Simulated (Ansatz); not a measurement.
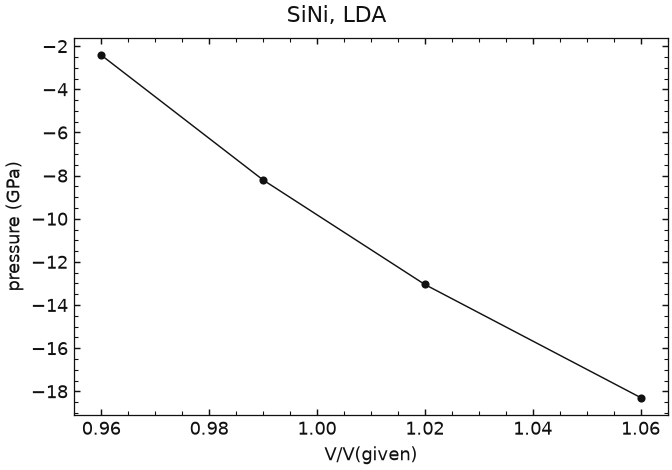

The figure shows the pressure against V/V(given) for SiNi, space group Pmmn (No. 59).

Structure:
```
Si Ni
1.0
     3.02660    0.00000    0.00000
     0.00000    3.27350    0.00000
     0.00000    0.00000    4.69780
Si Ni
2 2
Cartesian
  1.5133 1.6367 3.9570
  0.0000 0.0000 0.7408
  1.5133 1.6367 1.6170
  0.0000 0.0000 3.0808
```

Method: periodic Kohn-Sham DFT of a crystal at fixed atoms, scaled to the stated factor times the given cell; pressure positive in compression (Ansatz 0.2.0). Level: LDA, collinear spin. The state reached is without moments.

- method: frozen-core PAW
- relativity: scalar
- k mesh: 11×10×7
- occupations: Fermi–Dirac
- smearing width: 0.05 eV
- wave cutoff: 420 eV
- PAW set: soft_2

V(given) is 11.64 Å³/atom.

From this curve and the settings, what does the calculation give for the largest field gradient Vzz at the same points?

The largest field gradient Vzz rises from −3.500 1e21 V/m² at V/V(given) 0.96 to −3.319 1e21 V/m² at 1.06.

```json
{"V/V(given)": "0.96", "largest field gradient Vzz (1e21 V/m²)": "-3.500"}
{"V/V(given)": "0.99", "largest field gradient Vzz (1e21 V/m²)": "-3.451"}
{"V/V(given)": "1.02", "largest field gradient Vzz (1e21 V/m²)": "-3.402"}
{"V/V(given)": "1.06", "largest field gradient Vzz (1e21 V/m²)": "-3.319"}
```

Keep in mind: PAW files made with PBE; no gap: field gradients move with the k mesh; the volumes run don't bracket the minimum of the energy, so any equilibrium value is extrapolated; run without spin, though Ni often carries a moment; shape and atomic fractions are frozen while scaling, which makes layered, chain and framework solids too stiff.
